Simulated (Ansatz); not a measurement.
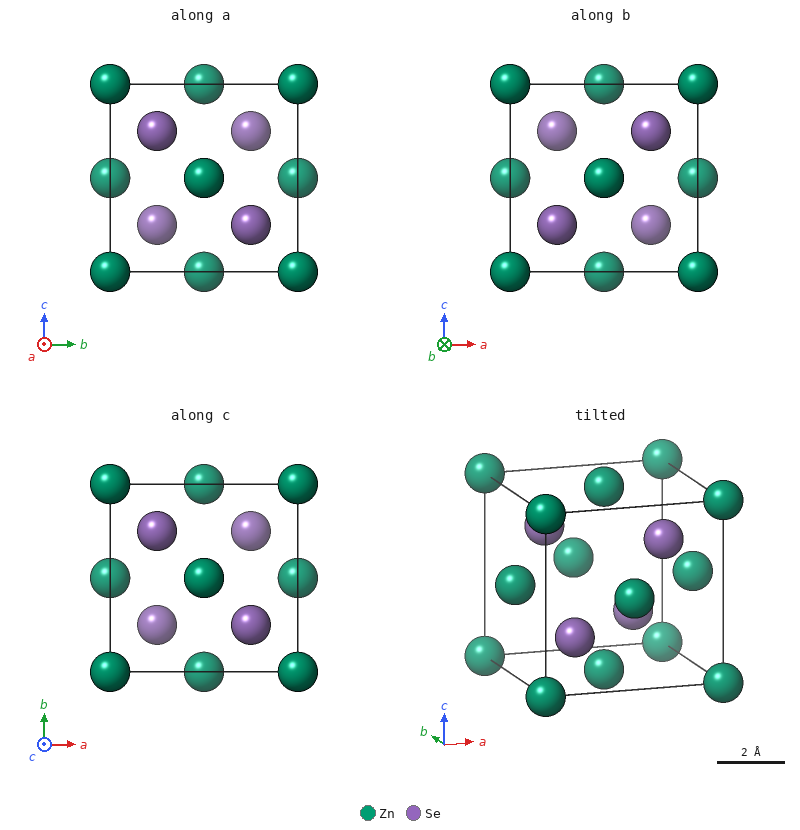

We look at a spheres-only model of the crystal along the a axis, along the b axis, along the c axis and slightly off an axis. The edges of the conventional unit cell are marked.

Lattice parameters: a = 5.665 Å, b = 5.665 Å, c = 5.665 Å, α = 90.00°, β = 90.00°, γ = 90.00°. Put a along x and b in the xy plane.

Q: Write the structure as a POSCAR file.

A:
```
Zn Se
1.0
     5.665    0.000    0.000
     0.000    5.665    0.000
     0.000    0.000    5.665
Zn Se
4 4
Direct
  0.0000 0.0000 0.0000
  0.0000 0.5000 0.5000
  0.5000 0.0000 0.5000
  0.5000 0.5000 0.0000
  0.2500 0.7500 0.7500
  0.2500 0.2500 0.2500
  0.7500 0.7500 0.2500
  0.7500 0.2500 0.7500
```

The starting point was a structure type filled with these elements by a generator (whether the compound takes this form wasn't checked). Earlier steps of the study may have refined or changed the cell and positions. It went into a calculation with Ansatz.

At this level of theory the cell isn't at rest (forces up to 1.1 eV/Å), so its distances can differ from those at equilibrium, the more so the softer the solid.
